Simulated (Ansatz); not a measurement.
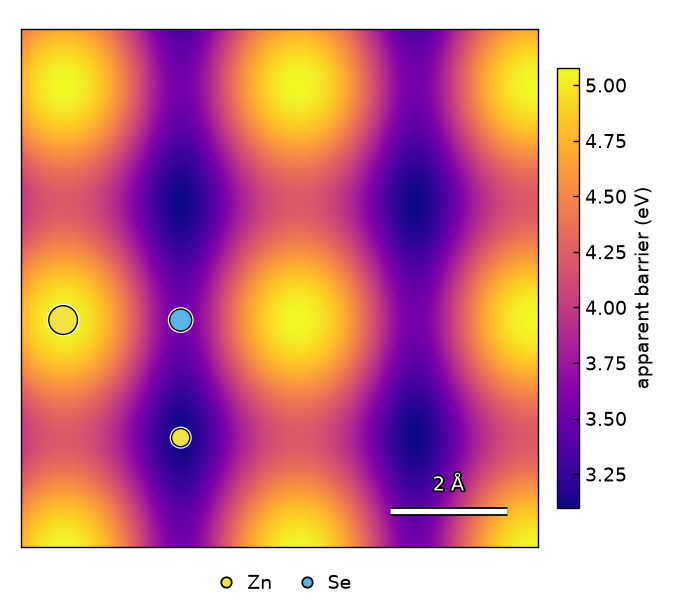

Map of the apparent barrier height, 0.952 eV Å² × (d ln I/dz)², 3.8 Å above ZnSe(100) (F-43m bulk, 8 atomic planes (those closer than 0.6 Å count as one), 10 Å, Zn-terminated) at −0.25 V; lighter colours are higher.

Tersoff–Hamann simulation (s-wave tip); biases are sample biases. Bias windows are sharp sums over the levels of the k mesh.

Computed with DFT PBE, scalar-relativistic, plane waves, PAW in Ansatz 0.2.0. Cutoff 420 eV, 15 × 15 k-points, Gaussian smearing 0.05 eV, dipole correction. The slab is a cut without reconstruction beyond its cell, at the source's lattice constants, with its lower half held fixed and the rest relaxed. Real surfaces of this kind mostly reconstruct in larger cells, which this cell doesn't allow. Its faces differ (Zn on top, Se below), so the slab is asymmetric; states at the Fermi level may come from the unlike faces. No spin polarisation. The run couldn't confirm all of its levels under its output density. The run warns that the functional's potential is rough in the thin density of the vacuum, where the tip is; weak contrasts and barriers may feel it.

Q: Where is the apparent barrier highest and lowest, and over what range?

A: It is highest, 5.1 eV, over the top Zn atoms, and lowest, 3.1 eV, over the sites above the Zn atoms 3.0 Å below the top plane. The vacuum level lies 4.11 eV above zero bias.
